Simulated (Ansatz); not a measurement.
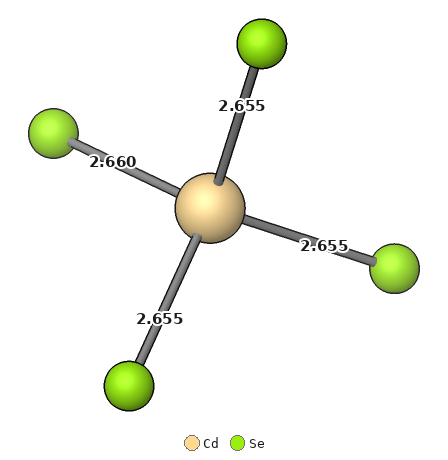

The surroundings of site Cd1 (at 0.333, 0.667, 0.000) in CdSe (P6_3mc, No. 186), with bond lengths in Å.

Origin of the cell: the input geometry of an electronic-structure calculation (not necessarily at equilibrium); the starting structure was generated, so it need not be a known form of this composition.

```
Cd Se
1.0
     4.34072    0.00000    0.00000
    -2.17036    3.75918    0.00000
     0.00000    0.00000    7.07665
Cd Se
2 2
Direct
  0.33333 0.66667 0.99952
  0.66667 0.33333 0.49952
  0.33333 0.66667 0.37548
  0.66667 0.33333 0.87548
```

Bond valence s = exp((R0 − d)/b), R0 fitted to published crystal structures with b = 0.37 Å; R0 in Å: Cd2+–Se 2.372.

Question: Calculate the bond-valence sum of Cd1 from the bonds drawn.

Answer: 3 × 0.465 + 1 × 0.459 = 1.86 v.u., against a formal valence of 2: underbonded (bonds long for this ion) by 0.14.

Question: And over the whole structure?

Answer:
```
site              x, y, z  formal valence  bond-valence sum  difference
 Cd1  0.333, 0.667, 0.000              +2              1.86       -0.14
 Se1  0.333, 0.667, 0.375              −2              1.86       -0.14
```

These sums include all anions within 5 Å. The global instability index (root mean square of the differences over all atoms) is 0.14 v.u.: moderate strain, common in real structures. The cell was not relaxed for this table, and a volume that is off by a few per cent shifts all sums together.
